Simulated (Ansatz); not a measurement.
**Geometry relaxation of MoSi2 (part 2 of 2)**

Continued. System: MoSi2 (slab, 9 atoms in the cell). Method: DFT PBE, scalar-relativistic, plane waves, PAW, no spin polarisation (Ansatz 0.2.0); cutoff 420 eV, 11×11×1 k-mesh, Gaussian smearing of 0.1 eV. The structure derives from an entry of the Crystallography Open Database. It belongs to a series of runs on one base structure; here: (0 0 1) slab, atoms relaxed.

Geometry of the input (Å; fractional positions):
```
3.2168  0.0000  0.0000
0.0000  3.2168  0.0000
0.0000  0.0000  25.4696
Si 0.0000  0.0000  0.2945
Mo 0.5000  0.5000  0.3454
Si 0.0000  0.0000  0.3964
Si 0.5000  0.5000  0.4490
Mo 0.0000  0.0000  0.5000
Si 0.5000  0.5000  0.5510
Si 0.0000  0.0000  0.6036
Mo 0.5000  0.5000  0.6546
Si 0.0000  0.0000  0.7055
```

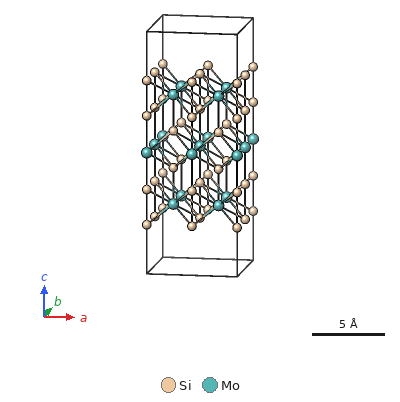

Fig. 1: The geometry at step 2 of the log (ball-and-stick view of the 2 × 2 repeat of the cell, with the vacuum cut short, seen slightly off an axis).

Log, continued:
```
SCF iter   1: F=—  HF=-18684.388961 eV  |F-HF|=—  |Δ(HF+E_count)|=         —  Δρ=3.90e-4  dr2=1.90e-3  ethr=2.03e-5  p=-0.000 e·Å  D=-2.01e-8 V/Å  ΔV_dip=0.00 eV  dr2_dipole=1.13e-12  V_vac-E_F(+/−)=4.45/4.45 eV  ⟨swp⟩=2.0  Hψ=1464  notcnv=0  defer=4
efield: sawtooth ramp at fractional position 0.9800 (handed on by an earlier solve), width 0.0400; the density the first Hamiltonian is built on has a dipole p = -0.000 e·Å; the dipole correction subtracts the counter field D = -2.01e-8 V/Å, which shifts the + side's vacuum level by +0.00 eV against the − side's; the planar-averaged density in the ramp window peaks in size at 2.3e-6 e/Å³
preconditioner: auto → LDOS  [metal: Δε(μ)=0.053 eV  Ē_g=6.535 eV  σ=0.100 eV  W_gap=0.29  n_scr=44 (ndim 8)  ℏωp=14.8 eV  f_vac=0.460  D(μ)=1.94/eV (n_scr^D=8)  β→1.0]
SCF iter   2: F=—  HF=-18684.389187 eV  |F-HF|=—  |Δ(HF+E_count)|=   2.27e-4  Δρ=3.81e-4  dr2=5.33e-3  ethr=2.88e-6  p=0.000 e·Å  D=9.51e-8 V/Å  ΔV_dip=-0.00 eV  dr2_dipole=1.97e-11  V_vac-E_F(+/−)=4.45/4.45 eV  ⟨swp⟩=2.6  Hψ=1482  notcnv=0  defer=5  recentre
SCF iter   3: F=—  HF=-18684.388853 eV  |F-HF|=—  |Δ(HF+E_count)|=   3.34e-4  Δρ=1.66e-4  dr2=3.73e-4  ethr=2.88e-6  p=-0.000 e·Å  D=-2.84e-8 V/Å  ΔV_dip=0.00 eV  dr2_dipole=3.13e-11  V_vac-E_F(+/−)=4.45/4.45 eV  ⟨swp⟩=2.0  Hψ=1188  notcnv=0  defer=5
SCF iter   4: F=—  HF=-18684.388826 eV  |F-HF|=—  |Δ(HF+E_count)|=   2.77e-5  Δρ=3.72e-5  dr2=4.80e-6  ethr=5.65e-7  p=0.000 e·Å  D=2.16e-8 V/Å  ΔV_dip=-0.00 eV  dr2_dipole=1.23e-11  V_vac-E_F(+/−)=4.45/4.45 eV  ⟨swp⟩=2.0  Hψ=1104  notcnv=0  defer=5
SCF iter   5: F=—  HF=-18684.388910 eV  |F-HF|=—  |Δ(HF+E_count)|=   8.47e-5  Δρ=1.01e-5  dr2=2.74e-7  ethr=7.27e-9  p=-0.000 e·Å  D=-1.31e-8 V/Å  ΔV_dip=0.00 eV  dr2_dipole=5.32e-13  V_vac-E_F(+/−)=4.45/4.45 eV  ⟨swp⟩=3.0  Hψ=1575  notcnv=0  defer=5
iter 6 did not close the SCF: its close was put off until two iterations running show no level that it waits for move by more than its bar (scf_convergence_deferred on its scf_iter line)
SCF iter   6: F=-18684.388910 eV  HF=-18684.388910 eV  |F-HF|=1.79e-8  |Δ(HF+E_count)|=   9.19e-8  Δρ=2.71e-6  dr2=1.82e-8  ethr=1.52e-10  p=0.000 e·Å  D=4.26e-9 V/Å  ΔV_dip=-0.00 eV  dr2_dipole=3.45e-12  V_vac-E_F(+/−)=4.45/4.45 eV  ⟨swp⟩=12.0  Hψ=4353  notcnv=0
iter 7 did not close the SCF: its close was put off until two iterations running show no level that it waits for move by more than its bar (scf_convergence_deferred on its scf_iter line)
SCF iter   7: F=-18684.388910 eV  HF=-18684.388910 eV  |F-HF|=6.85e-9  |Δ(HF+E_count)|=   1.84e-8  Δρ=1.10e-6  dr2=3.00e-9  ethr=2.75e-11  p=-0.000 e·Å  D=-4.37e-8 V/Å  ΔV_dip=0.00 eV  dr2_dipole=5.75e-12  V_vac-E_F(+/−)=4.45/4.45 eV  ⟨swp⟩=3.1  Hψ=3022  notcnv=0
SCF iter   8: F=-18684.388910 eV  HF=-18684.388910 eV  |F-HF|=4.47e-10  |Δ(HF+E_count)|=   7.02e-9  Δρ=4.03e-7  dr2=2.18e-9  ethr=4.55e-12  p=0.000 e·Å  D=7.08e-9 V/Å  ΔV_dip=-0.00 eV  dr2_dipole=1.86e-11  V_vac-E_F(+/−)=4.45/4.45 eV  ⟨swp⟩=2.2  Hψ=2598  notcnv=0
SCF 4 converged in 8 iterations: F = -18684.388910 eV  dr2 = 2.18e-9
relax step   4: F+E_penalty+E_count = -18684.38891049 eV  Δ(F+E_penalty+E_count) = -2.597e-4 eV  max|allowed force component| = 6.440e-3 eV/Å  Δτ_max = 0.0050 Å  (8 SCF iters, accepted)
```

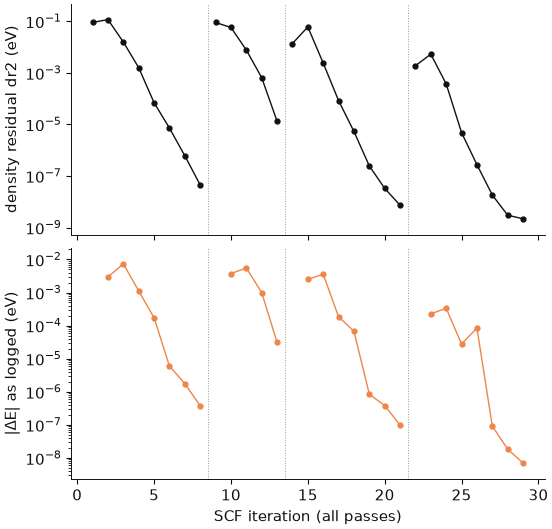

Fig. 2: Convergence of the self-consistent field: density residual dr2 and size of the energy change against the SCF iteration. The dotted lines part the SCF passes of the relaxation: geometry steps, rejected trials and re-solves on a re-selected basis. The passes take 8, 5, 8 and 8 iterations.

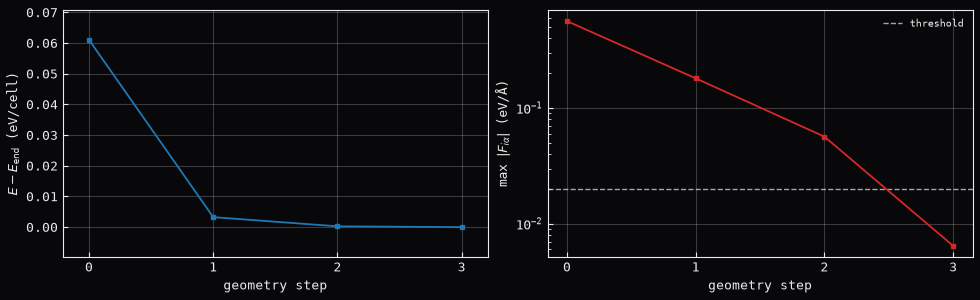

Fig. 3: Progress of the relaxation, step by step (the first geometry is step 0 here and step 1 in the log).

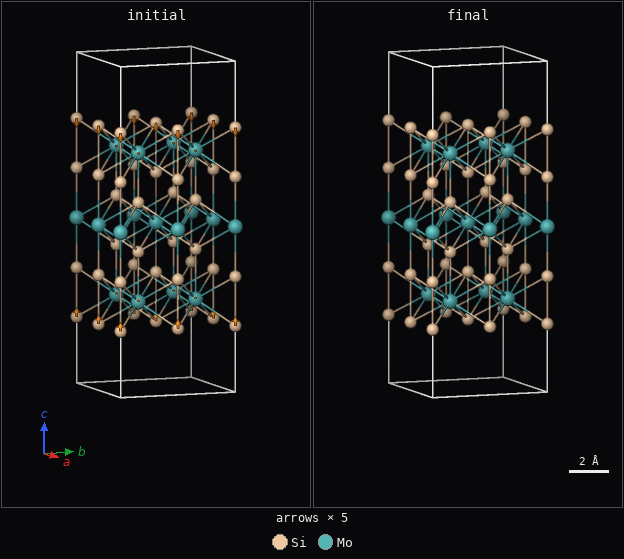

Fig. 4: Before (left) and after (right) the relaxation, at one scale (ball-and-stick view of the 2 × 2 repeat of the cell, with the vacuum cut short, seen slightly off an axis). The orange arrows give the displacements, magnified 5 times. The energy falls by 61.1 meV per cell of the calculation in 3 geometry steps. Largest force component: 0.56 eV/Å at the start, 0.0064 eV/Å at the end. The largest moves, 0.10 Å, are those of Si1 and Si9. By element the largest moves are Si 0.10 Å, Mo 0.03 Å. The cell doesn't change. Among the contacts that change: Si1–Si3 2.597 → 2.509 Å, Mo2–Si4 2.638 → 2.597 Å, Mo8–Si9 2.619 → 2.582 Å, Mo5–Si7 2.638 → 2.621 Å. Among the angles that change: Mo2–Si1–Mo2 120.6° → 123.5°. (Atoms are counted from 1 in the order of the input.)

```
SCF converged after 8 iterations
Free energy (F): -18684.388910 eV
Harris-Foulkes:  -18684.388910 eV  (|F-HF|=4.47e-10)
Internal energy: -18684.379233 eV  (E = F + TS)
E sigma→0 (E₀):  -18684.384072 eV
Entropy (-TS):   -0.009678 eV (-1.075 meV/atom)
Fermi energy:    4.895274 eV
Dipole field:    D = 0.000005 V/Å  (p = 0.000007 e·Å, saw-weighted, corrected)
Work function:   Φ+ = 4.4492 eV   Φ− = 4.4493 eV
Levels:          The Fermi level and band energies are counted from a zero that moves with the ramp; work functions are not
--- Per-component energies (eV) ---
  E_band       = -851.267917
  E_kinetic    = 1584.450899
  E_local      = -52437.698429  (includes V_loc(G=0)·N_el)
  E_nonlocal   = 581.141149
  E_hartree    = 25423.179765
  E_xc         = -890.078026
  E_vxc        = -978.968190  (∫ρ·V_xc dr)
  E_paw        = -12679.966605  (= ΣΔE_a)
  E_vpaw       = -446.554721  (= ΣTr[D̂ρ^β])
  E_aug_tail   = 0.000106  (compensation charges beyond the density's cutoff)
  E_efield     = 0.000000  (sawtooth field / dipole correction)
  E_vefield    = 0.000000  (∫n·V_field dr)
  E_ewald      = 19734.591910
  E_smearing   = -0.009678  (= −TS)
  E_closure    = 0.000000  (closes the sum)
  Σ components = -18684.388910   (vs F -18684.388910, Δ=0.00e0)
--- Forces (eV/Å), atoms counted from 1 ---
  atom   1  Si     0.00000000     0.00000000    -0.00111821
  atom   2  Mo    -0.00000000     0.00000000     0.00069382
  atom   3  Si     0.00000000     0.00000000    -0.00062555
  atom   4  Si     0.00000000     0.00000000    -0.00643053
  atom   5  Mo    -0.00000000     0.00000000    -0.00005274
  atom   6  Si     0.00000000     0.00000000     0.00644097
  atom   7  Si     0.00000000     0.00000000     0.00064949
  atom   8  Mo     0.00000000     0.00000000    -0.00064958
  atom   9  Si     0.00000000     0.00000000     0.00110425
  max |Σ_I F_I| component: 1.19e-5 eV/Å
--- Band table (eV; the first three rows and the last of 21) ---
  k-point 0: bands = ["-55.6846", "-55.6846", "-55.6784", "-29.8322", "-29.8071", "-29.8041", "-29.7766", "-29.7766", "-29.7766", "-29.7766", "-29.7524", "-29.7524", "-8.0881", "-7.3854", "-5.5587", "-4.7799", "-2.8788", "-0.8190", "-0.2542", "1.6133", "1.7416", "1.9706", "2.6194", "2.6194", "2.7173", "3.0560", "3.2649", "3.2649", "4.2934", "4.2934", "5.3409", "5.3558", "5.5112", "5.5305", "5.5305", "5.9538", "6.1841", "6.8034", "6.8034", "8.0160", "8.0160", "8.0698"]
  k-point 1: bands = ["-55.6833", "-55.6833", "-55.6771", "-29.8296", "-29.8048", "-29.8020", "-29.7965", "-29.7964", "-29.7747", "-29.7747", "-29.7718", "-29.7506", "-7.9640", "-7.2699", "-5.4291", "-4.6820", "-2.8020", "-0.8098", "-0.1710", "1.4373", "1.5923", "1.9639", "2.1496", "2.6904", "2.7885", "2.9529", "3.1889", "3.2959", "4.1061", "4.3125", "4.6935", "4.8606", "4.9871", "5.4320", "5.9053", "6.2765", "6.3383", "6.6605", "7.3528", "7.5367", "8.0890", "8.5826"]
  k-point 2: bands = ["-55.6796", "-55.6796", "-55.6735", "-29.8496", "-29.8494", "-29.8239", "-29.8225", "-29.7982", "-29.7962", "-29.7695", "-29.7695", "-29.7456", "-7.5975", "-6.9303", "-5.0556", "-4.3978", "-2.6049", "-0.9168", "0.0340", "0.6379", "0.9486", "1.8456", "1.8771", "2.6422", "2.8776", "2.9820", "2.9844", "3.2948", "3.7019", "3.9655", "3.9842", "4.3735", "4.5407", "5.4166", "5.7310", "6.3873", "6.5987", "6.8726", "7.0086", "7.8484", "8.1785", "8.6054"]
  k-point 20: bands = ["-55.6515", "-55.6515", "-55.6458", "-29.9799", "-29.9798", "-29.9792", "-29.9792", "-29.9523", "-29.9517", "-29.7739", "-29.7523", "-29.7523", "-4.1774", "-4.1077", "-3.9575", "-1.9594", "-1.4421", "-1.3873", "-0.9296", "-0.4170", "-0.0541", "0.5258", "1.0974", "1.3413", "1.4225", "1.4723", "1.5298", "2.5735", "2.7275", "3.1051", "3.4220", "3.4810", "3.7564", "5.0926", "6.2385", "6.9128", "7.1386", "7.1984", "7.3313", "7.9421", "8.6509", "8.6752"]
--- Relaxed structure (4 steps of the walk, 4 accepted, 0 SCFs on fresh bases) ---
  F+E_penalty+E_count = -18684.38891049 eV   max|allowed force component| = 6.440e-3 eV/Å
  atoms:
    - { symbol: Si, position: [2.3386760359577766e-37, 0.0, 0.298574879490016] }
    - { symbol: Mo, position: [0.5, 0.5, 0.34651294693334217] }
    - { symbol: Si, position: [1.8475540684066472e-35, 0.0, 0.39709134777930777] }
    - { symbol: Si, position: [0.5, 0.5, 0.44847698761989874] }
    - { symbol: Mo, position: [-2.3386760359577787e-37, 0.0, 0.5000000164675986] }
    - { symbol: Si, position: [0.5, 0.5, 0.5515230020002277] }
    - { symbol: Si, position: [1.0991777369001574e-35, 0.0, 0.6029086518182173] }
    - { symbol: Mo, position: [0.5, 0.5, 0.6534870397395579] }
    - { symbol: Si, position: [-5.542662205219942e-35, 0.0, 0.701425128151834] }
```

Trajectory as extended XYZ (Å, eV, eV/Å), 4 frames, from step=1 to step=4:
```
9
Lattice="3.2168 0.0000 0.0000 0.0000 3.2168 0.0000 0.0000 0.0000 25.4696" Properties=species:S:1:pos:R:3:forces:R:3 step=1 energy=-18684.32785
Si    0.0000    0.0000    7.5000    0.0000   0.0000   0.5649
Mo    1.6084    1.6084    8.7983    0.0000   0.0000  -0.0029
Si    0.0000    0.0000   10.0965    0.0000   0.0000  -0.3025
Si    1.6084    1.6084   11.4365    0.0000   0.0000  -0.3483
Mo    0.0000    0.0000   12.7348    0.0000   0.0000   0.0000
Si    1.6084    1.6084   14.0330    0.0000   0.0000   0.3483
Si    0.0000    0.0000   15.3730    0.0000   0.0000   0.3025
Mo    1.6084    1.6084   16.6713    0.0000   0.0000   0.0029
Si    0.0000    0.0000   17.9696    0.0000   0.0000  -0.5649
9
Lattice="3.2168 0.0000 0.0000 0.0000 3.2168 0.0000 0.0000 0.0000 25.4696" Properties=species:S:1:pos:R:3:forces:R:3 step=2 energy=-18684.38566
Si    0.0000    0.0000    7.5923    0.0000   0.0000   0.0843
Mo    1.6084    1.6084    8.8323    0.0000   0.0000  -0.1809
Si    0.0000    0.0000   10.1060    0.0000   0.0000   0.1109
Si    1.6084    1.6084   11.4254    0.0000   0.0000  -0.0366
Mo    0.0000    0.0000   12.7348    0.0000   0.0000   0.0000
Si    1.6084    1.6084   14.0441    0.0000   0.0000   0.0365
Si    0.0000    0.0000   15.3636    0.0000   0.0000  -0.1109
Mo    1.6084    1.6084   16.6372    0.0000   0.0000   0.1808
Si    0.0000    0.0000   17.8773    0.0000   0.0000  -0.0843
9
Lattice="3.2168 0.0000 0.0000 0.0000 3.2168 0.0000 0.0000 0.0000 25.4696" Properties=species:S:1:pos:R:3:forces:R:3 step=3 energy=-18684.38865
Si    0.0000    0.0000    7.6041    0.0000   0.0000  -0.0256
Mo    1.6084    1.6084    8.8205    0.0000   0.0000   0.0566
Si    0.0000    0.0000   10.1117    0.0000   0.0000  -0.0014
Si    1.6084    1.6084   11.4209    0.0000   0.0000  -0.0007
Mo    0.0000    0.0000   12.7348    0.0000   0.0000   0.0000
Si    1.6084    1.6084   14.0487    0.0000   0.0000   0.0007
Si    0.0000    0.0000   15.3578    0.0000   0.0000   0.0014
Mo    1.6084    1.6084   16.6491    0.0000   0.0000  -0.0566
Si    0.0000    0.0000   17.8655    0.0000   0.0000   0.0256
9
Lattice="3.2168 0.0000 0.0000 0.0000 3.2168 0.0000 0.0000 0.0000 25.4696" Properties=species:S:1:pos:R:3:forces:R:3 step=4 energy=-18684.38891
Si    0.0000    0.0000    7.6046    0.0000   0.0000  -0.0011
Mo    1.6084    1.6084    8.8255    0.0000   0.0000   0.0007
Si    0.0000    0.0000   10.1137    0.0000   0.0000  -0.0006
Si    1.6084    1.6084   11.4225    0.0000   0.0000  -0.0064
Mo    0.0000    0.0000   12.7348    0.0000   0.0000  -0.0001
Si    1.6084    1.6084   14.0470    0.0000   0.0000   0.0064
Si    0.0000    0.0000   15.3558    0.0000   0.0000   0.0006
Mo    1.6084    1.6084   16.6440    0.0000   0.0000  -0.0006
Si    0.0000    0.0000   17.8650    0.0000   0.0000   0.0011
```

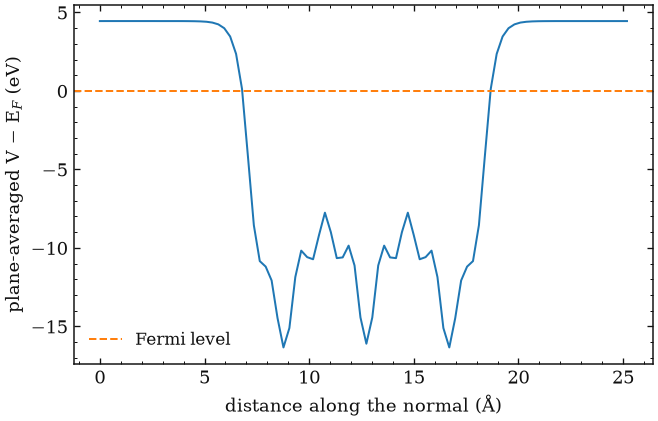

Fig. 5: Plane average of the electrostatic potential energy of an electron across the cell, from the Fermi level. The vacuum level lies 4.45 eV above the Fermi level.
